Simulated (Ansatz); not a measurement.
# Sb2Se3: what the fields show

Input file:

```
crystal:
  lattice:
    - [7.2513599201, 0.0, 0.0343965041]
    - [0.0, 4.015961839, 0.0]
    - [-0.0176546051, 0.0, 10.0714279117]
  atoms:
    - { symbol: Sb, position: [0.2482991541, 0.75, 0.9784528518] }
    - { symbol: Sb, position: [0.0885831675, 0.25, 0.6483633147] }
    - { symbol: Sb, position: [0.7517008459, 0.25, 0.0215471482] }
    - { symbol: Sb, position: [0.9114168325, 0.75, 0.3516366853] }
    - { symbol: Se, position: [0.9318141124, 0.75, 0.8343868865] }
    - { symbol: Se, position: [0.4117757132, 0.25, 0.831938841] }
    - { symbol: Se, position: [0.237125884, 0.75, 0.490756018] }
    - { symbol: Se, position: [0.0681858876, 0.25, 0.1656131135] }
    - { symbol: Se, position: [0.5882242868, 0.75, 0.168061159] }
    - { symbol: Se, position: [0.762874116, 0.25, 0.509243982] }
basis:
  ecutwfc: 420
kpoints:
  mp_grid: { grid: [6, 10, 4] }
hamiltonian:
  xc: pbe
scf:
  occupations: { method: gaussian, width: 0.02 }
output:
  forces: true
  stress: true
  eigenvalues: true
  write_density: true
  write_potential: true
  elf: true
  volumetric_format: npy
relax:
  adjacent_minimum: "off"
  f_tol: 0.01
  max_steps: 30
  cell: { stress_tol: 0.1, fix: [volume] }
```

Launched as:

```sh
ansatz run input.yaml --threads 1 --pin off --max-ram 2560MiB --backend cpu --events-out ev --progress --plain --runs-dir out
```

Below, planes, directions and counts refer to the conventional cell (a = 7.17 Å, b = 4.04 Å, c = 10.12 Å, α = 90.00°, β = 91.00°, γ = 90.00°).

The fields are those of the relaxed geometry.

Space group P2₁/m; a generated structure, not necessarily the stable one; changed on purpose from its base cell (volume × 0.94, shape and atoms relaxed).

These are results of Ansatz, DFT PBE, scalar-relativistic, plane waves, PAW, not measurements.

The density is the valence pseudo-density of a PAW calculation; it isn't the true density close to the nuclei.

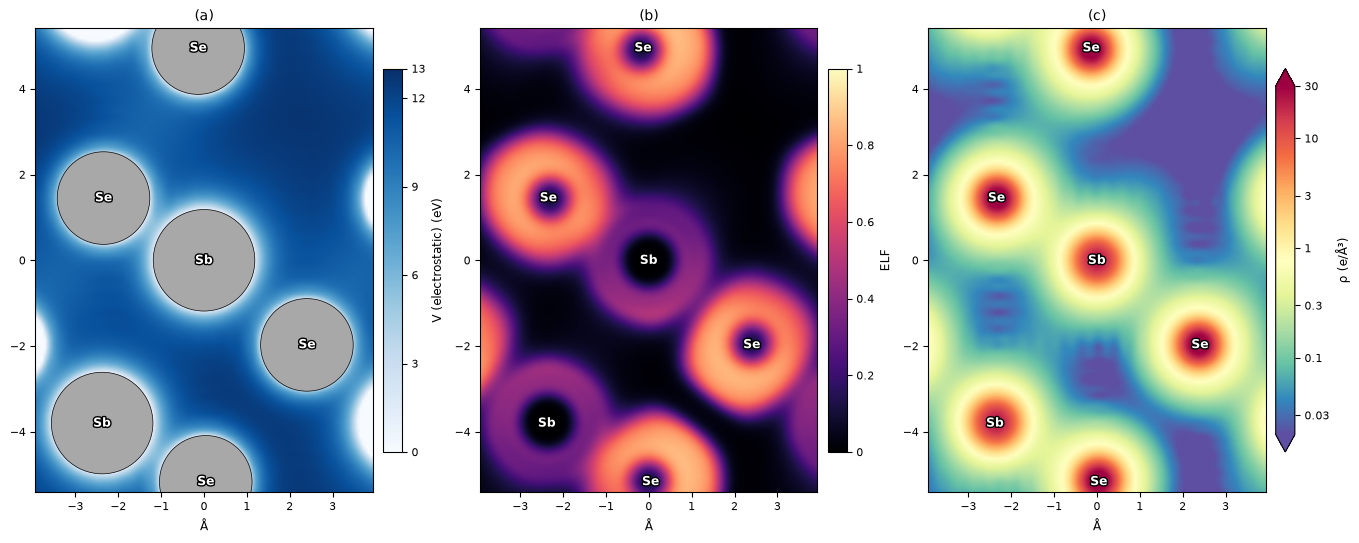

Figure 1. (a) electrostatic potential energy of an electron; (b) ELF; (c) valence pseudo-density on the (010) plane of the conventional cell. Grey discs cover the atomic cores in the potential map.

Q: Describe what can be read from this map.

A: The plane passes through Sb and Se nuclei. Sb–Se (2.76 Å): ρ is about 0.38 e/Å³ halfway; the ELF is about 0.60 at the midpoint. Sb–Se (3.11 Å): the density is about 0.21 e/Å³ at the midpoint; the ELF is about 0.35 at the midpoint. The density dies away to nearly zero in the voids. The ELF also peaks beside Se, away from the bonds: lone-pair regions. Outside the cores the potential energy rises away from the atoms and is highest about 2.8 Å from the nearest atoms; its zero is arbitrary.

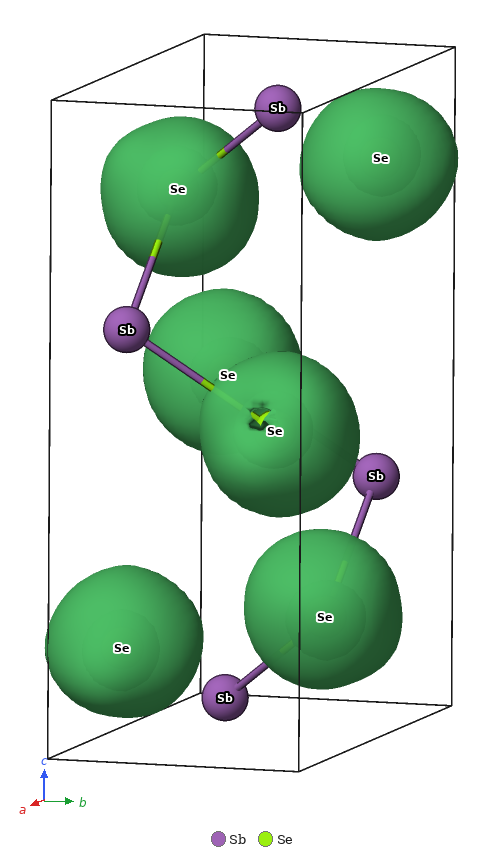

Figure 2. Isosurface of the electron localisation function at 0.7 (green), seen slightly off an axis. Core shells and regions of very low density are left out. Sticks mark near contacts.

Q: Describe the localisation domains.

A: The surface consists of six regions wrapped around Se (the valence shell of each), counted in one cell of 10 atoms. Regions shared between cells count once. Along the contacts the grid gives the following. Sb–Se (2.99 Å): the ELF is about 0.40 at the midpoint.

Q: Metal or insulator at this level of theory?

A: It is gapped, with a Kohn–Sham gap of 0.49 eV on the k-point mesh, an upper bound to the gap of this method.
